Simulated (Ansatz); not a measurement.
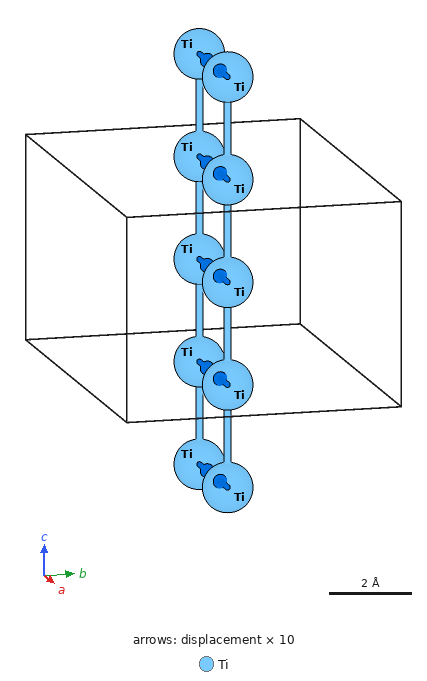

A relaxation of a wire of composition Ti. The starting structure is drawn; blue arrows show the displacements (the part carried along by the change of the cell is left out), magnified 10 times.

The picture is a ball-and-stick view of the cell of the calculation, with the vacuum cut short, seen slightly off an axis.

Case: ladder chain of atoms.

The calculation used DFT PBE, scalar-relativistic, plane waves, PAW in Ansatz 0.2.0. Settings: plane-wave cutoff 420 eV; k-point mesh 1 × 1 × 13; occupations gaussian; smearing width 0.05 eV; collinear spin; cell relaxed at fixed a, b, alpha, beta, gamma; force threshold 0.01 eV/Å; at most 45 steps.

What did the optimiser do to the structure, and how much energy did it gain?

The largest moves relative to the layer's centre, 0.11 Å, are those of Ti atoms. Along the periodic axis the drawn cell goes c 5.181 → 5.404 Å (+4.3 %). Among the contacts that change: Ti–Ti 2.720 → 2.510 Å, Ti–Ti 2.591 → 2.702 Å. Over 4 accepted moves (6 points after the start) the energy falls by 0.253 eV per cell of the calculation. The largest force component goes from 0.68 to 0.0048 eV/Å. The line search rejected the trial step at point 3 of the run. At 1 point the geometry stayed and the basis and grid were re-selected for the new cell (energy shift of 0.4 meV per cell of the calculation at most each time).

Limits of the set-up: the k-point mesh is coarse for a cell with partly filled bands.
